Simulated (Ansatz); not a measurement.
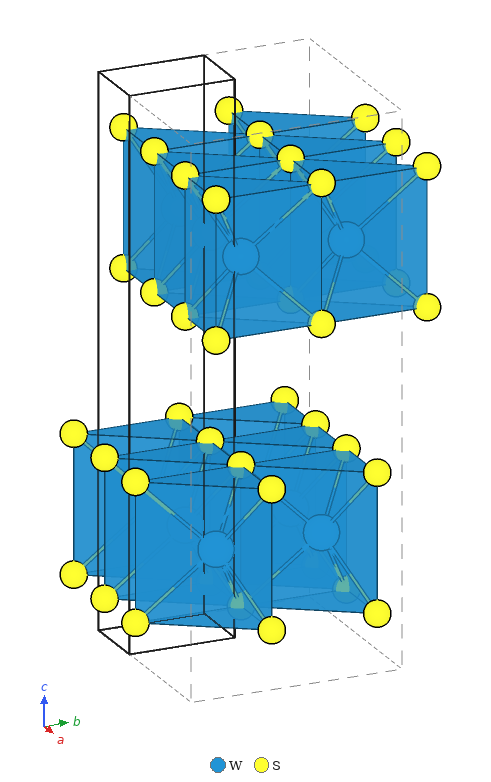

The image is a polyhedral drawing of a crystal, viewed slightly off an axis. 3×2×1 cells are drawn; the solid outline is the conventional unit cell. A few atoms beyond the faces are included. Cell: a = 3.154 Å, b = 3.154 Å, c = 12.510 Å, α = 90.00°, β = 90.00°, γ = 120.00°.

Its composition is WS2. The space group is P6_3/mmc (No. 194); the lattice is primitive hexagonal. In terms of structure types, this is 2H molybdenite (MoS₂) type. With Z = 2, the cell contains 2 W, 4 S. The polyhedra are WS6 trigonal prisms; they share edges. Each W is bonded to six S in a trigonal prismatic arrangement at about 2.4 Å. Each S atom is coordinated by three W in a trigonal pyramidal arrangement at about 2.4 Å. Not all metal-metal contacts are counted. The bonds build WS2 layers parallel to (001).

It goes back to a structure listed in the Materials Project. Earlier steps of the study may have refined or changed the cell and positions. A calculation with Ansatz used it as input.
